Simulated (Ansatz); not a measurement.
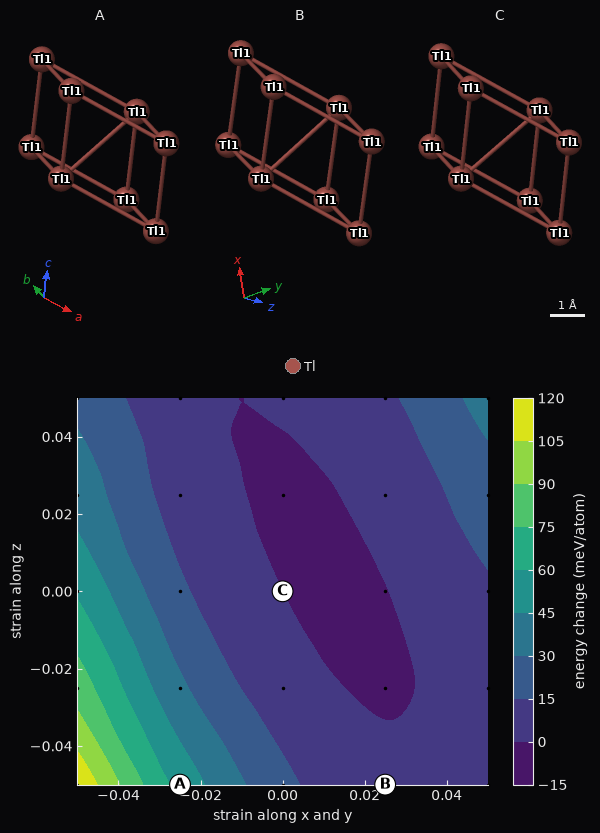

A scan of solid Tl (Im-3m): the cell is strained equally along x and y and separately along z, with the atoms kept at their fractional coordinates. x, y and z are the Cartesian axes of the input. The map is interpolated between the computed points (dots). The lettered frames are marked on it. The picture is a ball-and-stick view of the cell of the calculation, seen slightly off an axis.

The calculation used DFT r2SCAN, scalar-relativistic, plane waves, PAW in Ansatz 0.2.0. (plane-wave cutoff 500 eV; k-point mesh 18 × 18 × 18; occupations gaussian; smearing width 0.15 eV; no spin polarisation). Energies (free energies at the smearing named) are counted from the cell as listed in its source, which wasn't relaxed.

Question: What does the map show?

Answer: In pairs of (strain along x and y; strain along z): the lowest computed point lies at (0.000, 0.025) (−1.6 meV/atom), the highest at (−0.050, −0.050) (117.5 meV/atom). The valley is tilted: raising the in-plane strain is made harder by raising the strain along z (cross term 0.87 of the geometric mean of the two curvatures). Over the ranges scanned the energy rises more along the first axis, the in-plane strain. The pressure runs from −2.8 GPa at (0.050, 0.050) to 9.4 GPa at (−0.050, −0.050). The frames lie at A (−0.025, −0.050): 55.3 meV/atom, B (0.025, −0.050): 3.3 meV/atom, C (0.000, 0.000): 0.0 meV/atom.
